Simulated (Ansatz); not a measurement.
## C: nudged elastic band (part 3 of 3)

C (defect cell, 29 atoms in the cell); DFT PBE, scalar-relativistic, plane waves, PAW, no spin polarisation (Ansatz 0.2.0); cutoff 420 eV, 4×4×3 k-mesh, Gaussian smearing of 0.1 eV. The structure derives from a Materials Project entry. It belongs to a series of runs on one base structure; here: climbing-image band for the jump of C by 1.88 A.

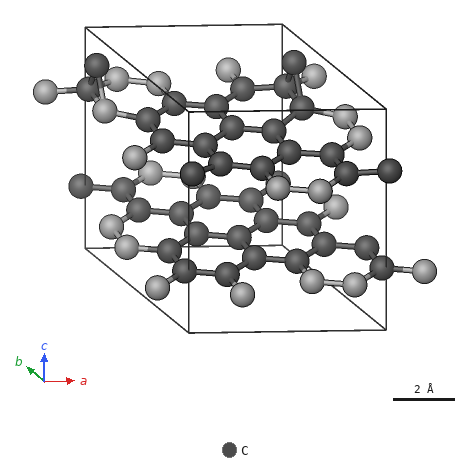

Figure 1. The starting structure (ball-and-stick view of the cell of the calculation, seen at an oblique angle; neighbours outside the cell are drawn fainter). An atom can appear more than once, as a periodic image.

## The last band as extended XYZ (Å, eV, eV/Å)
```
29
Lattice="6.1663 2.1361 0.0000 -1.2333 -6.4082 0.0000 0.0000 0.0000 -8.4654" Properties=species:S:1:pos:R:3:forces:R:3 image=0 energy=-7270.97233
C     0.0245   -3.8689   -6.0512   -0.0006  -0.0045   0.0008
C     2.4610   -3.9094   -6.0253    0.0014  -0.0022   0.0030
C     1.2447   -1.7595   -5.9729    0.0068  -0.0086   0.0001
C     0.0006    0.3259   -6.2726    0.0086  -0.0075   0.0006
C     3.6695   -1.7447   -6.0193    0.0088  -0.0078  -0.0016
C     2.4595    0.3710   -6.0002    0.0122  -0.0058   0.0000
C     4.9236    0.3720   -6.0079   -0.0076  -0.0011  -0.0025
C    -0.0216   -4.6056   -2.1993    0.0006  -0.0014   0.0001
C     2.4456   -4.6055   -2.1941    0.0011   0.0004   0.0001
C     1.2121   -2.4695   -2.1928    0.0015  -0.0003  -0.0002
C    -0.0212   -0.3334   -2.2009   -0.0002   0.0022   0.0005
C     3.6791   -2.4694   -2.1985   -0.0008  -0.0018  -0.0005
C     2.4449   -0.3334   -2.1943    0.0000   0.0002   0.0002
C     4.9118   -0.3340   -2.1954   -0.0011   0.0014  -0.0003
C     0.0053   -2.4722   -6.0083    0.0080  -0.0025  -0.0013
C     2.4694   -2.4711   -6.0006   -0.0100   0.0056   0.0021
C     1.2594   -0.3553   -6.0200   -0.0112   0.0060  -0.0009
C     4.9282   -2.4259   -6.2717   -0.0070   0.0046  -0.0044
C     3.6842   -0.3405   -5.9720   -0.0093   0.0038  -0.0025
C     1.2346   -4.5990   -6.0251    0.0002   0.0034   0.0014
C     4.9044    1.7685   -6.0513   -0.0009   0.0161  -0.0009
C     1.2117   -3.8939   -2.1943    0.0010   0.0006  -0.0001
C     3.6790   -3.8937   -2.1987    0.0000   0.0003  -0.0001
C     2.4458   -1.7576   -2.1939   -0.0003  -0.0017  -0.0001
C    -0.0216   -6.0299   -2.1993   -0.0011   0.0006   0.0005
C     4.9119   -1.7577   -2.2008   -0.0002  -0.0007   0.0007
C     3.6786    0.3784   -2.1928    0.0021   0.0008  -0.0001
C    -0.0211   -1.7570   -2.1955    0.0006  -0.0007   0.0001
C     4.9304   -3.1856    0.8701   -0.0024   0.0005   0.0050
29
Lattice="6.1663 2.1361 0.0000 -1.2333 -6.4082 0.0000 0.0000 0.0000 -8.4654" Properties=species:S:1:pos:R:3:forces:R:3 image=1 energy=-7270.97000
C    -0.0071   -4.0306   -6.0432    0.0007   0.0015   0.0010
C     2.4293   -4.0711   -6.0191    0.0002   0.0012   0.0000
C     1.2129   -1.9212   -5.9672   -0.0009   0.0023  -0.0003
C    -0.0309    0.1645   -6.2688   -0.0001   0.0000   0.0022
C     3.6377   -1.9065   -6.0118    0.0005   0.0014   0.0002
C     2.4279    0.2091   -5.9945   -0.0012   0.0005   0.0000
C     4.8917    0.2105   -6.0030    0.0016   0.0003   0.0001
C     0.0012   -4.4660   -2.2028   -0.0004  -0.0006   0.0001
C     2.4684   -4.4655   -2.2020   -0.0010  -0.0008   0.0000
C     1.2347   -2.3295   -2.1993   -0.0007  -0.0014   0.0000
C     0.0014   -0.1936   -2.2126   -0.0004  -0.0009   0.0002
C     3.7016   -2.3298   -2.2037   -0.0002  -0.0007   0.0002
C     2.4675   -0.1935   -2.2008   -0.0001  -0.0011   0.0000
C     4.9345   -0.1939   -2.2001   -0.0006  -0.0018   0.0001
C    -0.0264   -2.6338   -6.0024   -0.0003   0.0019  -0.0002
C     2.4374   -2.6329   -5.9938    0.0011   0.0009  -0.0002
C     1.2275   -0.5170   -6.0151   -0.0005   0.0007  -0.0015
C     4.8964   -2.5871   -6.2631    0.0012  -0.0003   0.0007
C     3.6523   -0.5021   -5.9661    0.0015  -0.0004  -0.0003
C     1.2030   -4.7609   -6.0184    0.0006   0.0025   0.0001
C     4.8727    1.6073   -6.0473    0.0027  -0.0006  -0.0010
C     1.2345   -3.7539   -2.1994   -0.0007  -0.0006   0.0001
C     3.7018   -3.7540   -2.2085   -0.0003  -0.0005   0.0001
C     2.4685   -1.6178   -2.2001   -0.0002  -0.0007   0.0001
C     0.0009   -5.8902   -2.2071   -0.0001  -0.0011   0.0000
C     4.9346   -1.6179   -2.2023   -0.0008  -0.0006  -0.0001
C     3.7012    0.5184   -2.1992   -0.0009  -0.0016   0.0001
C     0.0016   -1.6169   -2.2041   -0.0004  -0.0016   0.0000
C     4.9008   -3.3418    0.8767   -0.0002   0.0021  -0.0020
29
Lattice="6.1663 2.1361 0.0000 -1.2333 -6.4082 0.0000 0.0000 0.0000 -8.4654" Properties=species:S:1:pos:R:3:forces:R:3 image=2 energy=-7270.96358
C    -0.0472   -4.1892   -6.0278   -0.0078   0.0043   0.0037
C     2.3888   -4.2300   -6.0045    0.0105   0.0014  -0.0003
C     1.1726   -2.0798   -5.9534    0.0069  -0.0050   0.0002
C    -0.0713    0.0055   -6.2529   -0.0014   0.0102   0.0123
C     3.5974   -2.0655   -5.9978    0.0012   0.0131   0.0025
C     2.3874    0.0505   -5.9802    0.0066  -0.0111  -0.0001
C     4.8517    0.0517   -5.9890   -0.0146  -0.0029   0.0025
C     0.0331   -4.3290   -2.2165   -0.0012  -0.0028   0.0004
C     2.5004   -4.3282   -2.2187   -0.0006  -0.0027   0.0005
C     1.2664   -2.1922   -2.2151   -0.0009   0.0001   0.0005
C     0.0332   -0.0564   -2.2323   -0.0001  -0.0017   0.0001
C     3.7334   -2.1928   -2.2189   -0.0011  -0.0020   0.0007
C     2.4994   -0.0563   -2.2161   -0.0018  -0.0017   0.0008
C     4.9664   -0.0565   -2.2148   -0.0008  -0.0012   0.0005
C    -0.0666   -2.7922   -5.9883    0.0067  -0.0123   0.0009
C     2.3970   -2.7917   -5.9798    0.0028   0.0006  -0.0010
C     1.1869   -0.6757   -6.0001    0.0186   0.0000  -0.0040
C     4.8566   -2.7459   -6.2461    0.0000  -0.0064  -0.0108
C     3.6122   -0.6608   -5.9528   -0.0103  -0.0063   0.0012
C     1.1626   -4.9195   -6.0036    0.0060   0.0018   0.0006
C     4.8324    1.4482   -6.0323   -0.0097   0.0162  -0.0027
C     1.2664   -3.6166   -2.2140   -0.0006  -0.0016   0.0006
C     3.7337   -3.6168   -2.2271   -0.0004  -0.0019   0.0007
C     2.5003   -1.4805   -2.2153   -0.0021  -0.0010   0.0005
C     0.0327   -5.7530   -2.2237   -0.0016  -0.0025   0.0001
C     4.9664   -1.4807   -2.2150   -0.0014  -0.0017   0.0013
C     3.7330    0.6558   -2.2146   -0.0015  -0.0007   0.0005
C     0.0334   -1.4795   -2.2217    0.0003  -0.0009   0.0001
C     4.8627   -3.5016    0.8936   -0.0017   0.0186  -0.0126
29
Lattice="6.1663 2.1361 0.0000 -1.2333 -6.4082 0.0000 0.0000 0.0000 -8.4654" Properties=species:S:1:pos:R:3:forces:R:3 image=3 energy=-7270.57267
C    -0.0727   -4.2651   -6.1060    0.0042   0.0018  -0.0010
C     2.3683   -4.2722   -6.0043    0.0016  -0.0022   0.0026
C     1.1808   -2.1463   -5.9215    0.0028  -0.0151  -0.0009
C    -0.0079   -0.0422   -6.1245    0.0166  -0.0161   0.0165
C     3.6179   -2.1367   -5.9870   -0.0066   0.0025  -0.0025
C     2.4055   -0.0137   -5.9317   -0.0010  -0.0027  -0.0025
C     4.8640   -0.0093   -6.1065   -0.0024  -0.0002  -0.0002
C     0.0397   -4.2607   -2.2230    0.0000   0.0009  -0.0002
C     2.5070   -4.2596   -2.2292   -0.0010  -0.0003   0.0002
C     1.2726   -2.1239   -2.2220   -0.0004   0.0007   0.0002
C     0.0393    0.0122   -2.2392    0.0000   0.0005   0.0007
C     3.7394   -2.1252   -2.2286    0.0000   0.0015   0.0001
C     2.5059    0.0119   -2.2212    0.0002   0.0002   0.0001
C     4.9728    0.0120   -2.2230   -0.0002   0.0005  -0.0001
C    -0.0713   -2.8508   -6.0590    0.0062  -0.0058  -0.0040
C     2.3846   -2.8488   -5.9417   -0.0128   0.0087   0.0056
C     1.2279   -0.7386   -5.8682   -0.0012   0.0128   0.0036
C     4.8438   -2.8383   -6.1562    0.0059  -0.0211  -0.0042
C     3.6397   -0.7213   -5.9898   -0.0028  -0.0017  -0.0022
C     1.1591   -4.9769   -6.0132   -0.0088   0.0092  -0.0023
C     4.8403    1.4286   -6.1458    0.0155   0.0184   0.0036
C     1.2732   -3.5481   -2.2217   -0.0004   0.0005   0.0000
C     3.7396   -3.5484   -2.2393    0.0002   0.0002   0.0011
C     2.5063   -1.4124   -2.2218   -0.0002   0.0012   0.0001
C     0.0389   -5.6847   -2.2289   -0.0001   0.0003   0.0001
C     4.9726   -1.4124   -2.2227   -0.0005   0.0008  -0.0001
C     3.7394    0.7243   -2.2229   -0.0008   0.0008   0.0000
C     0.0396   -1.4114   -2.2290    0.0000   0.0003   0.0001
C     4.4988   -4.0817    0.9488   -0.0139   0.0034  -0.0143
29
Lattice="6.1663 2.1361 0.0000 -1.2333 -6.4082 0.0000 0.0000 0.0000 -8.4654" Properties=species:S:1:pos:R:3:forces:R:3 image=4 energy=-7270.96527
C    -0.1105   -4.2507   -5.9573   -0.0044  -0.0004   0.0061
C     2.3264   -4.2529   -6.0323    0.0031   0.0036   0.0060
C     1.1431   -2.1223   -6.0068    0.0046  -0.0056  -0.0034
C    -0.0619    0.0375   -6.2542    0.0114  -0.0056   0.0020
C     3.6034   -2.1280   -5.9826   -0.0051   0.0158  -0.0008
C     2.3701    0.0056   -5.9913    0.0157  -0.0071   0.0002
C     4.8308   -0.0223   -6.0004   -0.0180  -0.0029   0.0056
C     0.0848   -4.2721   -2.2121    0.0015   0.0021   0.0002
C     2.5519   -4.2717   -2.2163    0.0010   0.0014   0.0010
C     1.3177   -2.1355   -2.2143    0.0000   0.0015   0.0001
C     0.0848    0.0004   -2.2288    0.0005   0.0005   0.0000
C     3.7848   -2.1363   -2.2147    0.0010   0.0017   0.0005
C     2.5515    0.0004   -2.2119    0.0010   0.0008   0.0003
C     5.0180    0.0007   -2.2136    0.0021   0.0012  -0.0001
C    -0.1066   -2.8345   -5.9832    0.0112  -0.0120   0.0036
C     2.3536   -2.8399   -6.0066   -0.0087   0.0035  -0.0023
C     1.1700   -0.7093   -6.0337    0.0002  -0.0100  -0.0027
C     4.8322   -2.8040   -6.0029    0.0112   0.0059   0.0003
C     3.6071   -0.7118   -5.9551    0.0010   0.0010   0.0017
C     1.1263   -4.9679   -5.9921   -0.0066   0.0040   0.0015
C     4.7914    1.4081   -6.2492   -0.0167   0.0097  -0.0104
C     1.3183   -3.5599   -2.2117   -0.0001   0.0012   0.0004
C     3.7853   -3.5600   -2.2235    0.0010   0.0004   0.0011
C     2.5514   -1.4239   -2.2118    0.0006   0.0022   0.0003
C     0.0840   -5.6962   -2.2186    0.0015   0.0013   0.0003
C     5.0178   -1.4234   -2.2117    0.0018   0.0021   0.0003
C     3.7848    0.7127   -2.2124    0.0010   0.0005   0.0003
C     0.0848   -1.4229   -2.2208    0.0004   0.0005  -0.0003
C     4.2129   -4.6203    0.8909   -0.0123  -0.0172  -0.0117
29
Lattice="6.1663 2.1361 0.0000 -1.2333 -6.4082 0.0000 0.0000 0.0000 -8.4654" Properties=species:S:1:pos:R:3:forces:R:3 image=5 energy=-7270.97034
C    -0.2194   -4.3521   -5.9681   -0.0006  -0.0013  -0.0002
C     2.2175   -4.3539   -6.0443    0.0001  -0.0015  -0.0002
C     1.0343   -2.2237   -6.0195   -0.0016  -0.0004  -0.0001
C    -0.1705   -0.0640   -6.2694   -0.0005   0.0008  -0.0004
C     3.4946   -2.2290   -5.9954    0.0003  -0.0017  -0.0001
C     2.2615   -0.0958   -6.0034   -0.0007   0.0003   0.0000
C     4.7218   -0.1234   -6.0119   -0.0004  -0.0006  -0.0003
C     0.1903   -4.1962   -2.1986    0.0006   0.0010   0.0001
C     2.6573   -4.1962   -2.2036    0.0004   0.0007   0.0003
C     1.4233   -2.0598   -2.2007    0.0003   0.0009   0.0001
C     0.1903    0.0761   -2.2114    0.0006   0.0006   0.0001
C     3.8904   -2.0605   -2.2007    0.0006   0.0011   0.0001
C     2.6572    0.0762   -2.1995    0.0006   0.0008   0.0001
C     5.1233    0.0765   -2.2020    0.0006   0.0009   0.0000
C    -0.2154   -2.9358   -5.9943   -0.0009  -0.0003  -0.0002
C     2.2448   -2.9409   -6.0193   -0.0005  -0.0012   0.0000
C     1.0613   -0.8107   -6.0474    0.0001  -0.0013  -0.0002
C     4.7235   -2.9055   -6.0164   -0.0015  -0.0003   0.0001
C     3.4983   -0.8129   -5.9665    0.0005  -0.0009  -0.0001
C     1.0175   -5.0690   -6.0032   -0.0001  -0.0006  -0.0002
C     4.6820    1.3069   -6.2638   -0.0018  -0.0009   0.0013
C     1.4240   -3.4842   -2.1991    0.0002   0.0009   0.0001
C     3.8908   -3.4843   -2.2076    0.0008   0.0008   0.0003
C     2.6570   -1.3480   -2.1985    0.0006   0.0010   0.0001
C     0.1897   -5.6204   -2.2033    0.0006   0.0008   0.0001
C     5.1233   -1.3475   -2.1990    0.0006   0.0010   0.0001
C     3.8903    0.7883   -2.2020    0.0006   0.0005   0.0001
C     0.1903   -1.3473   -2.2062    0.0004   0.0009  -0.0001
C     4.1025   -4.7239    0.8760    0.0002  -0.0017  -0.0010
29
Lattice="6.1663 2.1361 0.0000 -1.2333 -6.4082 0.0000 0.0000 0.0000 -8.4654" Properties=species:S:1:pos:R:3:forces:R:3 image=6 energy=-7270.97233
C    -0.3318   -4.4506   -5.9729    0.0040   0.0101   0.0001
C     2.1050   -4.4526   -6.0512    0.0042   0.0018   0.0008
C     0.9219   -2.3222   -6.0253    0.0012   0.0023   0.0030
C    -0.2825   -0.1624   -6.2726    0.0022   0.0112   0.0006
C     3.3820   -2.3277   -6.0002   -0.0011   0.0135   0.0000
C     2.1491   -0.1942   -6.0079    0.0048  -0.0061  -0.0025
C     4.6093   -0.2220   -6.0193    0.0024   0.0115  -0.0016
C     0.2994   -4.1238   -2.1928   -0.0005   0.0014  -0.0002
C     2.7661   -4.1241   -2.1993    0.0009   0.0012   0.0001
C     1.5324   -1.9875   -2.1941   -0.0009   0.0007   0.0001
C     0.2993    0.1484   -2.2009   -0.0018  -0.0013   0.0005
C     3.9994   -1.9881   -2.1943   -0.0002  -0.0001   0.0002
C     2.7664    0.1486   -2.1954   -0.0006  -0.0017  -0.0003
C     5.2320    0.1487   -2.1985    0.0020   0.0002  -0.0005
C    -0.3279   -3.0341   -6.0006    0.0002  -0.0115   0.0021
C     2.1323   -3.0395   -6.0251   -0.0030  -0.0015   0.0014
C     0.9493   -0.9091   -6.0513   -0.0135  -0.0088  -0.0009
C     4.6111   -3.0038   -6.0200    0.0004  -0.0127  -0.0009
C     3.3858   -0.9113   -5.9720    0.0013  -0.0099  -0.0025
C     0.9051   -5.1676   -6.0083   -0.0018   0.0082  -0.0013
C     4.5699    1.2087   -6.2717   -0.0005  -0.0083  -0.0044
C     1.5331   -3.4119   -2.1943   -0.0010   0.0006  -0.0001
C     3.9996   -3.4120   -2.1993    0.0000  -0.0012   0.0005
C     2.7661   -1.2756   -2.1928   -0.0017   0.0014  -0.0001
C     0.2989   -5.5480   -2.1955    0.0003   0.0009   0.0001
C     5.2323   -1.2752   -2.1939    0.0016   0.0005  -0.0001
C     3.9993    0.8605   -2.2008    0.0007   0.0002   0.0007
C     0.2992   -1.2753   -2.1987   -0.0003  -0.0002  -0.0001
C     3.9934   -4.8177    0.8701    0.0008  -0.0023   0.0050
```

## Summary

| quantity | value |
| --- | --- |
| outcome | converged |
| barrier, forward | 0.400 eV |
| barrier, backward | 0.400 eV |
| electrons treated | 116 |
| wall time | 13 min (CPU time 35 min) |
| peak memory | 3.6 GiB |

## Notes

The order of the saddle point was not checked.
